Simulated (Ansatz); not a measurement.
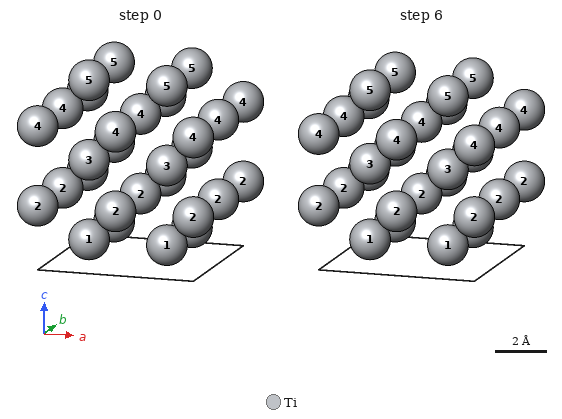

The structure of a slab of composition Ti (cut from the Im-3m phase) before (left) and after (right) a constrained relaxation, at one scale.

Style: spheres-only. Shown: the 2 × 2 repeat of the cell, outlined in the plane, without the vacuum, slightly off an axis.

Case: clean slab, lower half held. The slab is the (1 0 0) face of Ti. 2 atoms are held fixed.

Level of theory: Ansatz, DFT r2SCAN, scalar-relativistic, plane waves, PAW. Set-up: plane-wave cutoff 500 eV; k-point mesh 9 × 9 × 1; occupations gaussian; smearing width 0.1 eV; no spin polarisation; dipole correction; atoms relaxed in a fixed cell; force threshold 0.03 eV/Å; at most 70 steps.

### What changed between the two?

The atom that moves furthest is Ti5 (0.41 Å along the normal (−c)). The cell doesn't change. Some distances before and after: Ti2–Ti4 3.252 → 2.928 Å, Ti3–Ti5 3.252 → 2.998 Å, Ti1–Ti3 3.252 → 3.094 Å, Ti3–Ti4 2.816 → 2.724 Å. The energy falls by 52.6 meV per cell of the calculation in 5 accepted moves (6 points after the start). Largest force component: 0.53 eV/Å at the start, 0.016 eV/Å at the end. 1 step only repeated the SCF at the same geometry. Cost: 2.1 min on 2 threads of Arm Neoverse V1 (shared host), peak memory 0.89 GiB.
